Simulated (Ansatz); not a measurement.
System: Ag₂O, space group Pn-3m (No. 224) (cell built by us, not taken from a database).

Structure:
```
Ag O
1.0
     4.81249    0.00000    0.00000
     0.00000    4.81249    0.00000
     0.00000    0.00000    4.81249
Ag O
4 2
Direct
  0.75000 0.75000 0.75000
  0.75000 0.25000 0.25000
  0.25000 0.25000 0.75000
  0.25000 0.75000 0.25000
  0.00000 0.00000 0.00000
  0.50000 0.50000 0.50000
```

How it was computed, with Ansatz 0.2.0: third-order Birch-Murnaghan fit to density functional energies at scaled volumes of the given relaxed cell, shape and atoms relaxed at each volume; energies count from the fitted minimum; plane waves with PAW datasets, Γ-centred k mesh. Level: PBE, no spin polarisation.

wave cutoff 420 eV; k mesh 8×8×8; occupations Gaussian; smearing width 0.1 eV.

What does the calculation give for the energy above the minimum against volume? The volume takes the values 16.347, 16.904, 17.462, 18.019, 18.576, 19.133, 19.691, 20.434 Å³/atom.

A third-order Birch–Murnaghan fit gives V0 = 18.57 Å³/atom, B0 = 70 GPa and B′ = 5.2. The energy above the minimum is 75.9 meV/atom at volume 16.347 Å³/atom and 33.5 meV/atom at 20.434 Å³/atom; the lowest computed point is at volume 18.576 Å³/atom (0.0 meV/atom), and no other minimum shows.

```
volume (Å³/atom)  energy above the minimum (meV/atom)
          16.347                                 75.9
          16.904                                 39.8
          17.462                                 16.5
          18.019                                  3.8
          18.576                                  0.0
          19.133                                  3.5
          19.691                                 13.0
          20.434                                 33.5
```

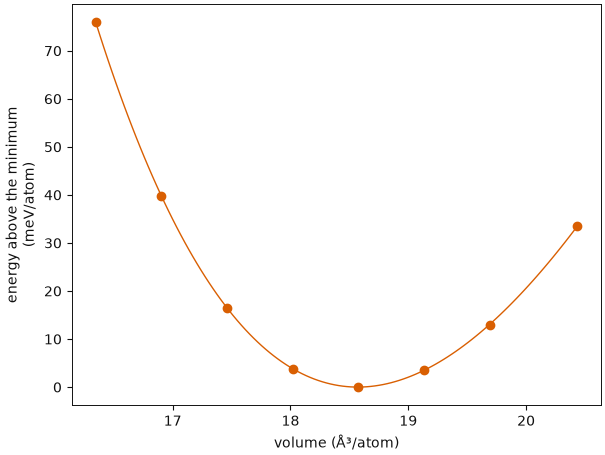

Keep in mind: a crossing between the sampled k points may be missed; no spin polarisation, a magnetic state may lie lower.
